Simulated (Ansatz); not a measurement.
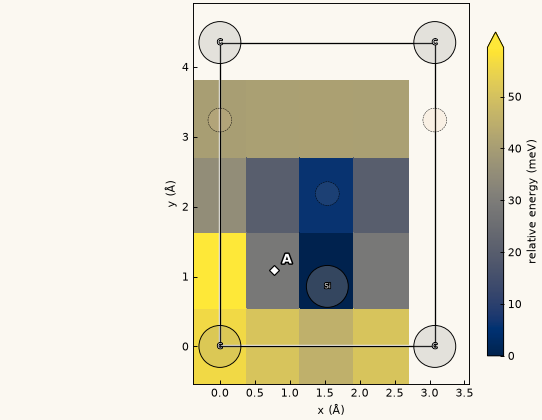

H on a SiC(110) slab cut from the F-43m phase, its upper half relaxed before the scan (32 atoms of substrate and one adsorbate in a 2 × 2 cell). 
- H is moved over the surface cell at a fixed height above a rigid substrate; the origin of the map has the adsorbate above C29; the height is held at 2.50 Å.
- Places are given modulo a cell vector. The map is drawn in real space over the plane of the surface.
- The grid has 4 × 4 points; 12 points were computed and 4 follow by symmetry.
- Places are given in fractions of the 1 × 1 surface cell.
- Energies: meV, counted from the lowest grid point.
- At a fixed height the lowest place need not be the adsorption site.
- All numbers below come from Ansatz, DFT PBE+D3(BJ), scalar-relativistic, plane waves, PAW. Settings: cutoff 420 eV, k-mesh 5×3×1, gaussian smearing 0.05 eV, spin-polarised.

In the figure: one coloured cell a grid point, labelled circles for the atoms of the top layer and small ones for the second layer, the outline of one cell of the plane, one colour for all values above the top of the scale, the point A.

Is A at rest? If not, where is it pushed?

A, at (1/4, 1/4) of the cell vectors, is not a stationary point. The computed force is 0.065 eV/Å in the plane, pointing right in the picture (components 0.061 and 0.022 eV/Å).

PAW datasets: the set soft_1.
